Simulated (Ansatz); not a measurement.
MoS: single-point calculation

The run: single-point calculation of MoS (Fm-3m, 2 atoms in the cell). Method and program: DFT PBEsol, scalar-relativistic, plane waves, PAW, spin-polarised (Ansatz 0.2.0).

The structure was built on a prototype by a generator; it need not be a known phase. It belongs to a series of runs on one base structure; here: volume fm: 1.3 V/V0. Figures and captions count atoms from 1; the log counts them from 0 in places.

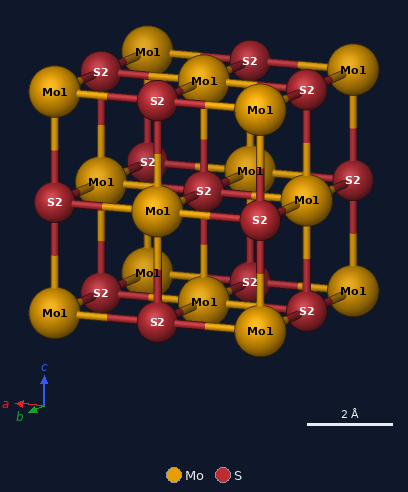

**Figure 1.** The structure (ball-and-stick view of the cell 4 times as large as that of the calculation, set on its symmetry axes, seen at an oblique angle; atoms are numbered from 1 in the order of the input). An atom can appear more than once, as a periodic image. Near neighbours in the periodic cell (some may lie outside the picture): Mo has 6 S at 2.67 Å; S has 6 Mo at 2.67 Å.

Input
```yaml
crystal:
  lattice:
    - [0.0, 2.6715337942, 2.6715337942]
    - [2.6715337942, 0.0, 2.6715337942]
    - [2.6715337942, 2.6715337942, 0.0]
  atoms:
    - { symbol: Mo, position: [0.0, 0.0, 0.0], spin: 3.5 }
    - { symbol: S, position: [0.5, 0.5, 0.5] }
basis:
  ecutwfc: 420
kpoints:
  mp_grid: { grid: [14, 14, 14] }
hamiltonian:
  xc: pbesol
scf:
  occupations: { method: gaussian, width: 0.1 }
  lower_state_search: "off"
output:
  forces: true
  stress: true
  eigenvalues: true
  populations: true
magnetization:
  spin_polarized: true
```

Run as:
```bash
ansatz run input.yaml --threads 1 --pin off --max-ram 2560MiB --backend cpu --events-out ev --progress --plain --runs-dir out
```

Output
```
Engine: ansatz 0.2.0, x86_64-unknown-linux-gnu
Pseudopotentials: kind: paw
Pseudopotential: Mo, paw, valence charge 14, recommended cutoff 420 eV (normal), Mo.paw.azcp
Pseudopotential: S, paw, valence charge 6, recommended cutoff 420 eV (normal), S.paw.azcp
Functional definition: PBEsol
  exchange = pbesol_x
  correlation = pbesol_c
Crystal: 2 atoms, lattice volume = 38.134 Å³
Basis set: ecut = 420 eV, 725 PW (Γ), exchange–correlation on 54×54×54 points (8 copies of the dense FFT grid, shifted against one another)
Bands: 16, of which v1, the nominal top of the filled ones, is band 10 counted from 1 (9 counted from 0)
Symmetry: 48 space group operations
Space group: Fm-3m (ITA 225), of the structure as read, at distance tolerance 3.4e-5 Å
Magnetic group: BNS 225.116 (UNI 1618), of the structure as read, at distance tolerance 3.4e-5 Å
k-points: 104 of 2744
Non-local potential: Mo, projectors of the file, l = 0: 3, l = 1: 2, l = 2: 2, l = 3: 1
Non-local potential: S, projectors of the file, l = 0: 2, l = 1: 2, l = 2: 2
PAW form: soft (Blöchl's): semilocal exchange-correlation on the pseudo side does not see the compensation charge
PAW frozen core: Mo, regenerated for the run's functional, and the local potential with it (the file was generated under x = pbe(κ = 0.804, μ = 0.2195149727645171), c = pbe(β = 0.06672455060314922))
PAW frozen core: S, regenerated for the run's functional, and the local potential with it (the file was generated under x = pbe(κ = 0.804, μ = 0.2195149727645171), c = pbe(β = 0.06672455060314922))
PAW one-centre angular grid: Mo, 590 points (default); XC on 64 Gauss nodes
PAW one-centre angular grid: S, 110 points (default); XC on 64 Gauss nodes
Initial density: superposition of atomic densities (chi_scale 0.1, normalization cell)
Starting moments: Σ|m| = 3.5 μB on 1 of 2 sites
Initial wavefunctions: pseudopotential atomic-orbital guess
Functional: x = pbesol(κ = 0.804, μ = 0.12345679012345678), c = pbesol(β = 0.046)
SCF iter   1: F=—  HF=-5781.924598 eV  |F-HF|=—  |Δ(HF+E_count)|=         —  Δρ=5.15e-2 (↑5.15e-2 ↓2.04e-2)  dr2=2.70e0  dr2_m=1.75e-1  M=2.632 μB ∫|m|=2.642 μB  β_m=0.30  ethr=3.10e-3  ⟨swp⟩=5.1  Hψ=17739  notcnv=0
preconditioner: auto → Kerker (q_TF=auto, 2.450 Å⁻¹)  [metal: Δε(μ)=0.006 eV  Ē_g=9.493 eV  σ=0.100 eV  W_gap=0.03  n_scr=14 (ndim 8)  ℏωp=20.8 eV  f_vac=0.000  D(μ)=3.23/eV (n_scr^D=50)]
spin=Collinear: Kerker preconditioning applied to the charge; magnetization (m = ρ↑ − ρ↓) channel mixes plain (no charge-response kernel on spin).
SCF iter   2: F=—  HF=-5781.478038 eV  |F-HF|=—  |Δ(HF+E_count)|=   4.47e-1  Δρ=3.28e-2 (↑3.28e-2 ↓1.30e-2)  dr2=7.84e-1  dr2_m=9.06e-2  M=2.812 μB ∫|m|=2.828 μB  β_m=0.30  ethr=3.10e-3  ⟨swp⟩=2.0  Hψ=5911  notcnv=0  defer=239
Mixer restart at iter 2: flushing history
spin-set hold released at iteration 2 (the charge has settled, or the pull on large starting moments outlasts its swing): the magnetisation degrees of freedom join the quasi-Newton model from the next iteration; the mixer history was flushed
SCF iter   3: F=—  HF=-5781.380099 eV  |F-HF|=—  |Δ(HF+E_count)|=   9.79e-2  Δρ=2.19e-2 (↑2.19e-2 ↓9.38e-3)  dr2=2.68e-1  dr2_m=4.33e-2  M=2.811 μB ∫|m|=2.828 μB  β_m=0.53  ethr=3.10e-3  ⟨swp⟩=1.9  Hψ=3713  notcnv=0  defer=239
SCF iter   4: F=—  HF=-5781.358057 eV  |F-HF|=—  |Δ(HF+E_count)|=   2.20e-2  Δρ=5.89e-3 (↑5.89e-3 ↓3.72e-3)  dr2=8.06e-3  dr2_m=4.34e-3  M=2.751 μB ∫|m|=2.762 μB  β_m=0.74  ethr=1.34e-3  ⟨swp⟩=2.2  Hψ=5574  notcnv=0  defer=244
SCF iter   5: F=—  HF=-5781.363882 eV  |F-HF|=—  |Δ(HF+E_count)|=   5.82e-3  Δρ=8.22e-4 (↑8.22e-4 ↓6.44e-4)  dr2=7.50e-5  dr2_m=1.51e-4  M=2.700 μB ∫|m|=2.706 μB  β_m=0.84  ethr=4.03e-5  ⟨swp⟩=2.3  Hψ=4954  notcnv=0  defer=244
SCF iter   6: F=—  HF=-5781.364102 eV  |F-HF|=—  |Δ(HF+E_count)|=   2.21e-4  Δρ=2.47e-4 (↑2.47e-4 ↓2.27e-4)  dr2=3.86e-6  dr2_m=1.77e-5  M=2.692 μB ∫|m|=2.697 μB  β_m=0.92  ethr=3.75e-7  ⟨swp⟩=2.0  Hψ=5319  notcnv=0  defer=244
SCF iter   7: F=—  HF=-5781.364124 eV  |F-HF|=—  |Δ(HF+E_count)|=   2.22e-5  Δρ=8.70e-5 (↑8.70e-5 ↓6.68e-5)  dr2=5.14e-7  dr2_m=1.84e-6  M=2.688 μB ∫|m|=2.692 μB  β_m=0.96  ethr=1.93e-8  ⟨swp⟩=2.0  Hψ=5211  notcnv=0  defer=244
SCF iter   8: F=—  HF=-5781.364127 eV  |F-HF|=—  |Δ(HF+E_count)|=   2.23e-6  Δρ=2.13e-5 (↑2.13e-5 ↓1.57e-5)  dr2=3.46e-8  dr2_m=1.09e-7  M=2.687 μB ∫|m|=2.690 μB  β_m=0.98  ethr=5.00e-10  ⟨swp⟩=7.9  Hψ=15613  notcnv=0
SCF iter   9: F=-5781.364127 eV  HF=-5781.364127 eV  |F-HF|=3.40e-10  |Δ(HF+E_count)|=   1.50e-7  Δρ=2.24e-6 (↑2.24e-6 ↓1.39e-6)  dr2=1.47e-9  dr2_m=9.06e-10  M=2.686 μB ∫|m|=2.690 μB  ethr=1.73e-10  ⟨swp⟩=3.6  Hψ=8754  notcnv=0
SCF 1 converged in 9 iterations: F = -5781.364127 eV  dr2 = 1.47e-9
  greatest PAW one-centre occupation: 0.999 electrons in one spin orbital (limit 2), on the Mo atom at site 0 (counted from 0), in its partial waves of l = 0
SCF converged after 9 iterations
Magnetization: 2.6860 μB (11.3430 up, 8.6570 down)
Absolute magnetization: 2.6900 μB (∫|ρ↑−ρ↓|, with the PAW one-centre terms)
Spin contamination: 0.0158 ħ² per cell (⟨S²⟩ above its minimum at these occupations)
Per-site moments (μB) at R_I (Å): [(2.067439620885803, 1.1020076901075002), (0.04327002239503935, 1.1020076901075002)]
Free energy (F): -5781.364127 eV
Harris-Foulkes:  -5781.364127 eV  (|F-HF|=3.40e-10)
Internal energy: -5781.355593 eV  (E = F + TS)
E sigma→0 (E₀):  -5781.359860 eV
Entropy (-TS):   -0.008534 eV (-4.267 meV/atom)
Fermi energy:    12.414683 eV
--- Per-component energies (eV) ---
  E_band       = -145.750985
  E_kinetic    = 544.404846
  E_local      = -1232.350751  (includes V_loc(G=0)·N_el)
  E_nonlocal   = 176.461860
  E_hartree    = 414.625915
  E_xc         = -275.509932
  E_vxc        = -311.929435  (∫ρ·V_xc dr)
  E_paw        = -3729.236366  (= ΣΔE_a)
  E_vpaw       = -151.590437  (= ΣTr[D̂ρ^β])
  E_aug_tail   = 0.000038  (compensation charges beyond the density's cutoff)
  E_ewald      = -1680.022451
  E_core_change = 0.271249  (= ΣΔE_core)
  E_smearing   = -0.008534  (= −TS)
  E_closure    = 0.000000  (closes the sum)
  Σ components = -5781.364127   (vs F -5781.364127, Δ=0.00e0)
--- Forces (eV/Å), atoms counted from 1 ---
  atom   1  Mo    -0.00000000     0.00000000    -0.00000000
  atom   2  S      0.00000000    -0.00000000     0.00000000
  max |Σ_I F_I| component: 2.37e-30 eV/Å
--- Stress (GPa, compression-positive) ---
      -18.144869       0.000000       0.000000
        0.000000     -18.144869      -0.000000
        0.000000       0.000000     -18.144869
  P = ⅓ Tr σ = -18.1449 GPa (-181.449 kbar)
--- Band table (eV; the first three rows and the last of 208) ---
  k-point 0 ↑: bands = ["-49.3336", "-23.4898", "-23.4898", "-23.4898", "-2.4748", "9.7485", "9.7485", "9.7485", "10.2309", "10.2309", "10.2309", "10.6519", "10.6519", "13.8425", "20.9444", "23.0352"]
  k-point 1 ↑: bands = ["-49.3334", "-23.4937", "-23.4903", "-23.4903", "-2.4243", "9.1825", "9.2972", "9.2972", "10.3278", "10.3278", "10.5221", "11.1444", "11.1444", "14.1720", "20.8949", "22.8759"]
  k-point 2 ↑: bands = ["-49.3327", "-23.5045", "-23.4916", "-23.4916", "-2.2784", "8.2761", "8.6767", "8.6767", "10.5058", "10.5058", "10.7970", "11.9905", "11.9905", "14.9499", "20.4996", "22.3259"]
  k-point 103 ↓: bands = ["-47.8390", "-21.9065", "-21.8973", "-21.8829", "-1.2238", "7.2450", "7.4692", "7.5625", "12.5340", "13.3585", "13.6916", "14.0023", "14.2681", "18.5011", "20.3979", "20.5803"]
--- Löwdin populations: 2 sites ---
  site symbol       q [e]    m [muB]
     0     Mo     13.6421     2.6461
     1      S      6.2478     0.0216
  spilling = 0.005507 (of n_electrons = 20.000000)
```

File populations.tsv
```
# site	symbol	l	j	q_up	q_dn
# orbitals = lowdin
# n_electrons = 20.000000
# spilling = 0.005507
0	Mo	0_4S	-	0.992569	0.992190
0	Mo	0_5S	-	0.284747	0.214906
0	Mo	1_4P	-	2.997293	2.997147
0	Mo	2_4D	-	3.869505	1.293748
1	S	0_3S	-	0.853947	0.839487
1	S	1_3P	-	2.280746	2.273579
```

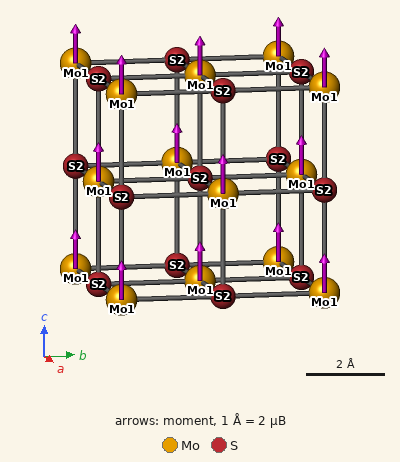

**Figure 2.** Magnetic moments of the sites as pink arrows (ball-and-stick view of the cell 4 times as large as that of the calculation, set on its symmetry axes, seen slightly off an axis; atoms are numbered from 1 in the order of the input); small moments hardly show. The run is collinear, so the axis drawn is arbitrary. Site moments: Mo1 (2.07 μB). They are counted near the atoms and needn't add up to the moment of the cell.

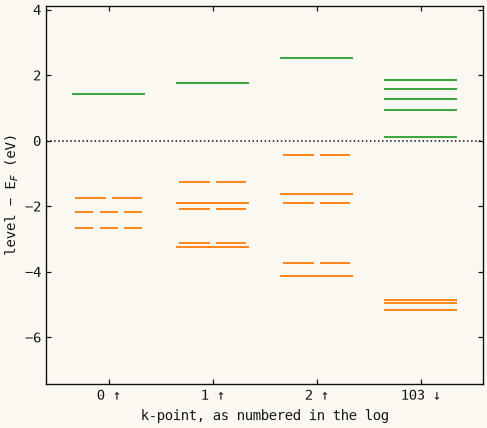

**Figure 3.** Kohn–Sham levels near the Fermi level (dotted) at the few k-points that the log prints; levels within 0.02 eV of each other stand side by side. The system is metallic on the full mesh.

Key numbers

- outcome: converged
- space group (tolerance 0.01 Å): Fm-3m (225)
- electrons treated: 20
- free energy: −5781.3641 eV
- Fermi energy: 12.415 eV
- gap on the k-point mesh: none (metallic)
- net moment of the cell: 2.69 μB
- integrated absolute moment: 2.69 μB
- pressure: −18.14 GPa
- largest force (length of the vector): under 0.001 eV/Å
- hardware: 1 thread of Intel Xeon @ 2.50GHz (Skylake/Cascade Lake), 32 GiB of memory available, shared host
- wall time: 11 s
- peak memory: 0.45 GiB

Remarks

The cell is under a tension of 18.1 GPa at this level, so it is not at its equilibrium volume.
